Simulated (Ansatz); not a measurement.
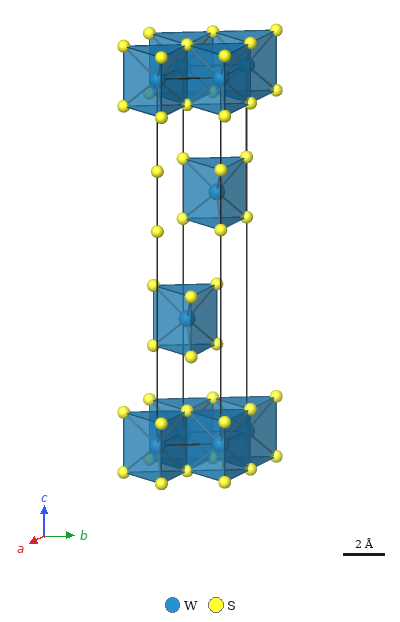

The structure as given in the input (polyhedral view of the cell 3 times as large as that of the calculation, set on its symmetry axes, seen slightly off an axis; polyhedra are completed across the faces of the cell).

Single-point calculation, with input and output: WS2

WS2 (3 atoms in the cell), computed with DFT PBEsol, scalar-relativistic, plane waves, PAW, no spin polarisation (Ansatz 0.2.0).

The structure derives from an entry of the Crystallography Open Database. It belongs to a series of runs on one base structure; here: strain +0.000 along x and y, -0.030 along z, atoms carried along. Figures and captions count atoms from 1; the log counts them from 0 in places.

### The program's output
```
basis.fft_grid_basis auto: the FFT boxes are laid along the combinations [[1, -1, 0], [0, 1, 0], [0, -1, 1]] of the cell's own vectors, 3.148, 6.441 and 3.148 Å long. The dense box has 24×45×24 points. Along the cell's own vectors, as sized, it would have 45×45×45, 3.52 times as many. Of the 6 symmetry operations that the crystal satisfies within crystal.symmetry.tolerance (time reversal apart; of a slab, those that keep its plane) the dense box along the cell's own vectors carries 6, and the one as laid loses 4 of those. basis.fft_grid_basis: typed keeps the cell's own vectors: state it where this run's energies or levels are differenced outside the engine with another run's, or held beside a run that keeps those vectors. Those combinations have planes normal to reciprocal vector 3, as the cell's own vectors have. Each planar average written beside output.write_density, output.write_potential has a row for each plane of the box: 24. The volumetric files lie along those combinations, not along the cell's own vectors: a cube or XSF file states them, and fields.json those of NumPy files.
Engine: ansatz 0.2.0, x86_64-unknown-linux-gnu
Pseudopotentials: kind: paw
Pseudopotential: W, paw, valence charge 14, recommended cutoff 420 eV (normal), W.paw.azcp
Pseudopotential: S, paw, valence charge 6, recommended cutoff 420 eV (normal), S.paw.azcp
Functional definition: PBEsol
  exchange = pbesol_x
  correlation = pbesol_c
Crystal: 3 atoms, lattice volume = 53.019 Å³
Basis set: ecut = 420 eV, 1011 PW (Γ), FFT grids on a1−a2, a2, −a2+a3, exchange–correlation on 48×90×48 points (8 copies of the dense FFT grid, shifted against one another)
Bands: 17, of which v1, the nominal top of the filled ones, is band 13 counted from 1 (12 counted from 0)
Symmetry: 6 space group operations
Space group: R3m (ITA 160), of the structure as read, at distance tolerance 3.8e-5 Å
k-points: 189 of 1728 (time reversal used)
Non-local potential: W, projectors of the file, l = 0: 3, l = 1: 2, l = 2: 2, l = 3: 1
Non-local potential: S, projectors of the file, l = 0: 2, l = 1: 2, l = 2: 2
PAW form: soft (Blöchl's): semilocal exchange-correlation on the pseudo side does not see the compensation charge
PAW frozen core: W, regenerated for the run's functional, and the local potential with it (the file was generated under x = pbe(κ = 0.804, μ = 0.2195149727645171), c = pbe(β = 0.06672455060314922))
PAW frozen core: S, regenerated for the run's functional, and the local potential with it (the file was generated under x = pbe(κ = 0.804, μ = 0.2195149727645171), c = pbe(β = 0.06672455060314922))
PAW one-centre angular grid: W, 590 points (default); XC on 64 Gauss nodes
PAW one-centre angular grid: S, 110 points (default); XC on 64 Gauss nodes
Initial density: superposition of atomic densities (neutral atoms: chi_scale 0, normalization atom), corrected by the library's trained network
Initial wavefunctions: pseudopotential atomic-orbital guess
Functional: x = pbesol(κ = 0.804, μ = 0.12345679012345678), c = pbesol(β = 0.046)
SCF iter   1: F=—  HF=-12029.035077 eV  |F-HF|=—  |Δ(HF+E_count)|=         —  Δρ=8.49e-3  dr2=5.92e-2  ethr=1.77e-3  ⟨swp⟩=6.0  Hψ=18999  notcnv=0
preconditioner: auto → none  [insulator: Δε(μ)=0.878 eV  Ē_g=9.011 eV  σ=0.050 eV  W_gap=1.00  n_scr=16 (ndim 8)  ℏωp=21.6 eV  f_vac=0.023  D(μ)=0.00/eV (n_scr^D=0)  ε∞_Penn≈6.8]
SCF iter   2: F=—  HF=-12029.049734 eV  |F-HF|=—  |Δ(HF+E_count)|=   1.47e-2  Δρ=8.77e-3  dr2=1.35e-1  ethr=2.28e-4  ⟨swp⟩=3.2  Hψ=7501  notcnv=0  recentre
SCF iter   3: F=—  HF=-12029.027144 eV  |F-HF|=—  |Δ(HF+E_count)|=   2.26e-2  Δρ=3.50e-3  dr2=5.36e-3  ethr=2.28e-4  ⟨swp⟩=3.0  Hψ=5647  notcnv=0
SCF iter   4: F=—  HF=-12029.028192 eV  |F-HF|=—  |Δ(HF+E_count)|=   1.05e-3  Δρ=1.08e-3  dr2=1.92e-4  ethr=2.06e-5  ⟨swp⟩=2.0  Hψ=4872  notcnv=0
SCF iter   5: F=—  HF=-12029.028470 eV  |F-HF|=—  |Δ(HF+E_count)|=   2.78e-4  Δρ=2.29e-4  dr2=2.22e-5  ethr=7.39e-7  ⟨swp⟩=2.0  Hψ=4633  notcnv=0
SCF iter   6: F=—  HF=-12029.028498 eV  |F-HF|=—  |Δ(HF+E_count)|=   2.82e-5  Δρ=1.08e-4  dr2=1.72e-5  ethr=8.55e-8  ⟨swp⟩=2.0  Hψ=4740  notcnv=0
SCF iter   7: F=—  HF=-12029.028496 eV  |F-HF|=—  |Δ(HF+E_count)|=   1.94e-6  Δρ=2.75e-5  dr2=5.97e-7  ethr=6.62e-8  ⟨swp⟩=2.1  Hψ=3819  notcnv=0
SCF iter   8: F=-12029.028496 eV  HF=-12029.028496 eV  |F-HF|=2.29e-9  |Δ(HF+E_count)|=   1.56e-7  Δρ=5.22e-6  dr2=1.41e-8  ethr=3.85e-10  ⟨swp⟩=11.2  Hψ=26142  notcnv=0
SCF 1 converged in 8 iterations: F = -12029.028496 eV  dr2 = 1.41e-8
  greatest PAW one-centre occupation: 1.000 electrons in one spin orbital (limit 2), on the W atom at site 0 (counted from 0), in its partial waves of l = 0
```

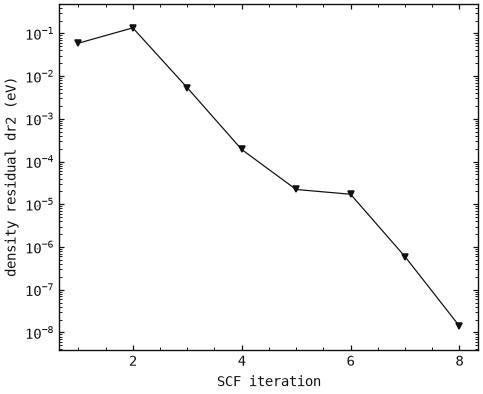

Convergence of the self-consistent field: density residual dr2 against the SCF iteration. The residual comes down, with one marked jump up, by a factor of about 2.5, at step 2.

```
SCF converged after 8 iterations
Free energy (F): -12029.028496 eV
Harris-Foulkes:  -12029.028496 eV  (|F-HF|=2.29e-9)
Internal energy: -12029.028496 eV  (E = F + TS)
E sigma→0 (E₀):  -12029.028496 eV
Fermi energy:    12.283639 eV
--- Per-component energies (eV) ---
  E_band       = -189.536809
  E_kinetic    = 670.119765
  E_local      = -1839.827467  (includes V_loc(G=0)·N_el)
  E_nonlocal   = 60.547945
  E_hartree    = 736.896598
  E_xc         = -459.885841
  E_vxc        = -416.524614  (∫ρ·V_xc dr)
  E_paw        = -9604.760604  (= ΣΔE_a)
  E_vpaw       = -137.646484  (= ΣTr[D̂ρ^β])
  E_aug_tail   = -0.000065  (compensation charges beyond the density's cutoff)
  E_ewald      = -1592.464517
  E_core_change = 0.345691  (= ΣΔE_core)
  E_smearing   = -0.000000  (= −TS)
  E_closure    = 0.000000  (closes the sum)
  Σ components = -12029.028496   (vs F -12029.028496, Δ=0.00e0)
--- Forces (eV/Å), atoms counted from 1 ---
  atom   1  W      0.00000000     0.00000000    -0.00014780
  atom   2  S      0.00000000    -0.00000000     0.99824490
  atom   3  S      0.00000000     0.00000000    -0.99804812
  max |Σ_I F_I| component: 4.90e-5 eV/Å
--- Stress (GPa, compression-positive) ---
        3.646850       0.000000      -0.000000
        0.000000       3.646850      -0.000000
       -0.000000      -0.000000       9.565053
  P = ⅓ Tr σ = 5.6196 GPa (56.196 kbar)
--- Band table (eV; the first three rows and the last of 189) ---
  k-point 0: bands = ["-62.7834", "-27.1215", "-26.9370", "-26.9370", "-4.1729", "-2.0085", "3.9359", "7.8577", "7.8577", "9.2008", "9.2008", "10.1572", "10.5686", "13.9572", "13.9572", "14.3806", "14.3806"]
  k-point 1: bands = ["-62.7821", "-27.1166", "-26.9640", "-26.9432", "-4.0484", "-1.9776", "4.0817", "7.5618", "7.9816", "8.7561", "9.0100", "10.2894", "10.6176", "13.9012", "13.9981", "14.1790", "14.2789"]
  k-point 2: bands = ["-62.7784", "-27.1030", "-27.0372", "-26.9601", "-3.6938", "-1.8893", "4.4739", "6.8862", "7.9730", "8.3267", "8.5667", "10.2070", "10.5226", "13.3580", "14.0134", "14.0941", "14.7260"]
  k-point 188: bands = ["-62.7834", "-27.1216", "-26.9370", "-26.9370", "-4.0007", "-2.3691", "4.8509", "7.8457", "7.8457", "7.9915", "9.2262", "9.2262", "11.8169", "14.0351", "14.0351", "14.2617", "14.2617"]
```

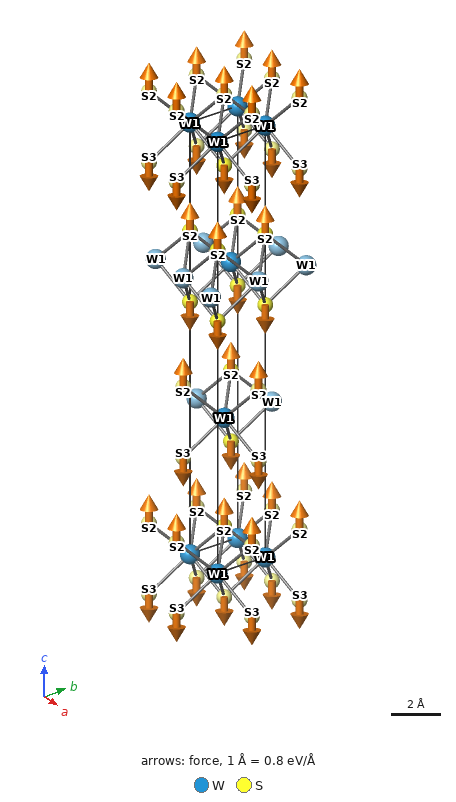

Forces on the atoms as orange arrows (ball-and-stick view of the cell 3 times as large as that of the calculation, set on its symmetry axes, seen slightly off an axis; neighbours outside the cell are drawn fainter; atoms are numbered from 1 in the order of the input). The largest act on S2, S3 (1.00 eV/Å). The geometry is not a stationary point of this energy.

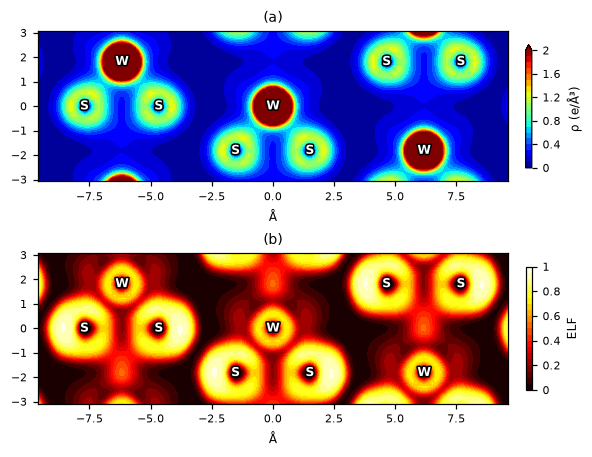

(a) valence electron density; (b) electron localisation function on the (110) plane of the conventional cell. Atoms in the plane: W and S. W–S (2.37 Å): ρ is about 0.67 e/Å³ halfway; the ELF is about 0.50 at the midpoint. Away from the nuclei the density in this plane falls to 0.01 e/Å³ at its lowest. The strong features right at W lie inside the PAW spheres (semicore, d or f shells) and say nothing about bonding. Core electrons are frozen (PAW), so the fields are smoothed inside the atomic spheres.

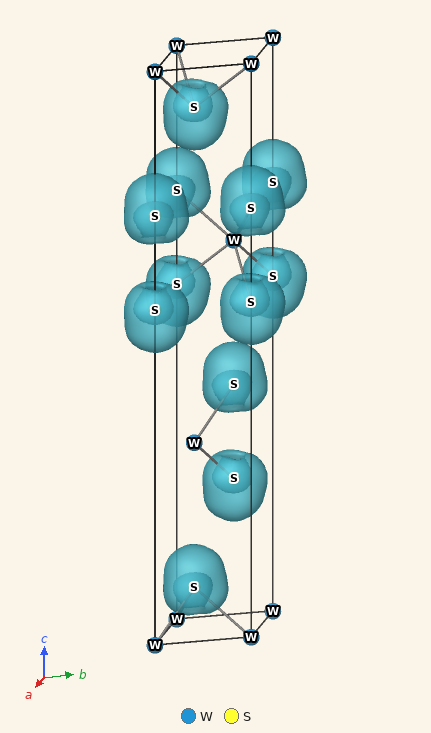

Isosurface of the ELF at 0.75 (cyan), seen slightly off an axis. Core shells and regions of very low density are left out. Sticks mark near contacts. The outline is the cell set on symmetry axes. Values along the shortest contacts: W–S (2.37 Å): the ELF is about 0.50 at the midpoint.

This output came from the following input.

### Input
```yaml
crystal:
  lattice:
    - [1.5738034023, 0.9086358179, 6.1793507999]
    - [-1.5738034023, 0.9086358179, 6.1793507999]
    - [0.0, -1.8172716359, 6.1793507999]
  atoms:
    - { symbol: W, position: [0.9993284863, 0.9993284863, 0.9993284863] }
    - { symbol: S, position: [0.7479630314, 0.7479630314, 0.7479630314] }
    - { symbol: S, position: [0.5840084823, 0.5840084823, 0.5840084823] }
basis:
  ecutwfc: 420
kpoints:
  mp_grid: { grid: [12, 12, 12] }
hamiltonian:
  xc: pbesol
scf:
  occupations: { method: gaussian, width: 0.05 }
output:
  forces: true
  stress: true
  eigenvalues: true
  write_density: true
  write_potential: true
  elf: true
  volumetric_format: npy
```

Launch command:
```bash
ansatz run input.yaml --threads 2 --pin off --max-ram 5120MiB --backend cpu --events-out ev --progress --plain --runs-dir out
```

### Key numbers

| quantity | value |
| --- | --- |
| outcome | converged |
| space group (tolerance 0.01 Å) | R3m (160) |
| electrons treated | 26 |
| free energy | −12029.0285 eV |
| Fermi energy | 12.284 eV |
| gap on the k-point mesh | 0.94 eV |
| pressure | 5.62 GPa |
| largest force (length of the vector) | 0.998 eV/Å |
| hardware | 2 threads of Intel Xeon (Granite Rapids), 176 GiB of memory available, shared host |
| wall time | 9.2 s (CPU time 18 s) |
| peak memory | 0.5 GiB |

### Notes

Spin–orbit coupling is left out, which matters for W.
